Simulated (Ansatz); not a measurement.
Consider MgO.

```yaml
crystal:
  lattice:
    - [4.61232, 0.00000, 0.00000]
    - [0.00000, 0.00000, -4.61232]
    - [0.00000, 4.61232, 0.00000]
  atoms:
    - { symbol: Mg, position: [0.00000, 0.50000, 0.00000] }
    - { symbol: Mg, position: [0.50000, 0.50000, 0.50000] }
    - { symbol: Mg, position: [0.50000, 0.00000, 0.00000] }
    - { symbol: Mg, position: [0.00000, 0.00000, 0.50000] }
    - { symbol: O, position: [0.75000, 0.75000, 0.25000] }
    - { symbol: O, position: [0.25000, 0.75000, 0.75000] }
    - { symbol: O, position: [0.25000, 0.25000, 0.25000] }
    - { symbol: O, position: [0.75000, 0.25000, 0.75000] }
```

Space group F-43m; a generated structure, not necessarily the stable one; computed pressure about −4 GPa in this cell.

All numbers below come from Ansatz, Kohn-Sham DFT of a periodic cell, HSE06, Ansatz PAW.

What can the converged valence pseudo-density and electron localisation function tell about the bonding?

Answer. Mg–O (2.00 Å): ρ at the midpoint is about 0.43 e/Å³; the ELF peaks at about 0.85 in the valence shell of O, 0.7 Å from its nucleus, and is about 0.35 at the midpoint (a largely ionic contact).

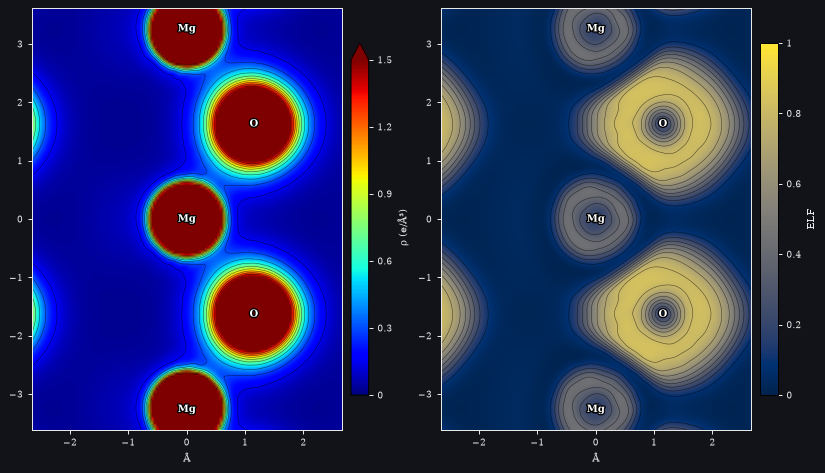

Computed valence pseudo-density and electron localisation function on the (110) plane of the conventional cell, in this order. 

The density is the valence pseudo-density of a PAW calculation; it isn't the true density close to the nuclei.
